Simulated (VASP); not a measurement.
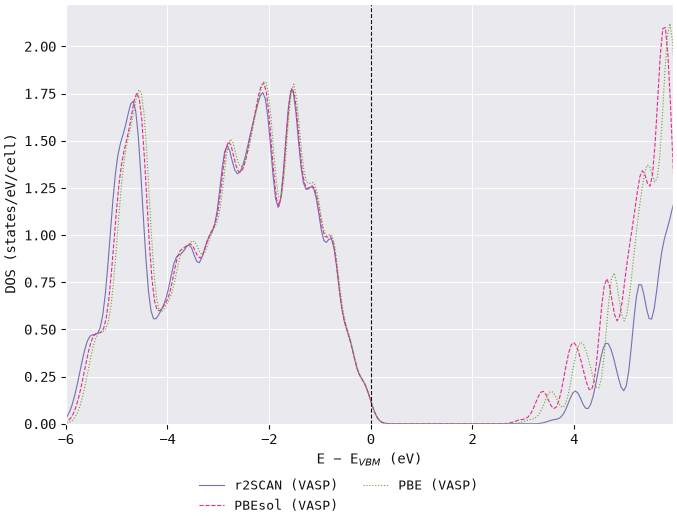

Total densities of states of BeS, space group F-43m (No. 216), 2 atoms in the cell, zincblende type, by three methods on the same cell. The curves are built from the levels of the k mesh with Gaussians 0.3 eV wide, which also blur the band edges. Each is counted from its own valence-band top.

**What changes from one method to the other?**

r2SCAN (VASP) gives a gap of 3.60 eV, PBEsol (VASP) gives a gap of 2.95 eV and PBE (VASP) gives a gap of 3.14 eV. In the window shown, the tallest filled peak lies at −1.6 eV in r2SCAN (VASP), −2.1 eV in PBEsol (VASP) and −2.1 eV in PBE (VASP).

Settings. r2SCAN (VASP): DFT, r2SCAN, plane waves, PAW, 10×10×10 k mesh, 520 eV cutoff (VASP 6.6.1). PBEsol (VASP): DFT, PBEsol, plane waves, PAW, 10×10×10 k mesh, 520 eV cutoff (VASP 6.6.1). PBE (VASP): DFT, PBE, plane waves, PAW, 10×10×10 k mesh, 520 eV cutoff, Fermi-Dirac smearing of 0.02 eV (VASP 6.6.1).
